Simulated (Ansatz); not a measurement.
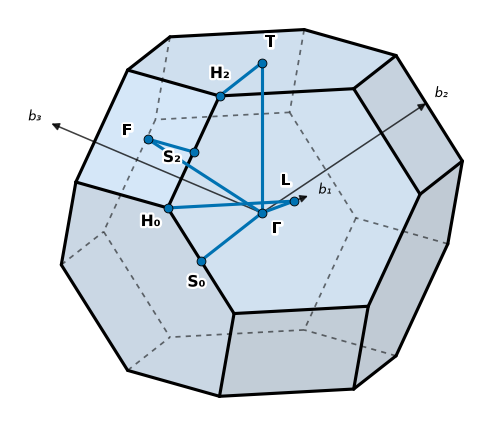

The first Brillouin zone and its special points. Crystal: V, the geometry relaxed with Ansatz, DFT PBE, scalar-relativistic, plane waves, PAW; the starting structure was generated, so it need not be a known form of this composition. Geometry calculated from the standardised cell; symmetry tolerance 0.002 Å.

Space group R-3m (No. 166, hexagonal axes); a = 2.655 Å, b = 2.655 Å, c = 6.826 Å, α = 90.00°, β = 90.00°, γ = 120.00°.

Labels and path follow the convention of Hinuma et al. (2017), as computed by seekpath; the arrows show the directions of the reciprocal primitive vectors b₁, b₂, b₃, in which coordinates are given; lengths include the factor 2π.

> List the special points with their coordinates and distances from Γ.

```tsv
point	k₁	k₂	k₃	length of k (1/Å)
Γ	0	0	0	0.000
T	1/2	1/2	1/2	1.381
L	1/2	0	0	1.442
F	1/2	0	1/2	1.648
S₀	0.371	−0.371	0	1.757
S₂	0.629	0	0.371	1.757
H₀	1/2	−0.242	0.242	1.842
H₂	0.758	0.242	1/2	1.842
```

> What is the zone's volume?

(2π)³ over the primitive cell's volume of 13.89 Å³: 17.9 Å⁻³.
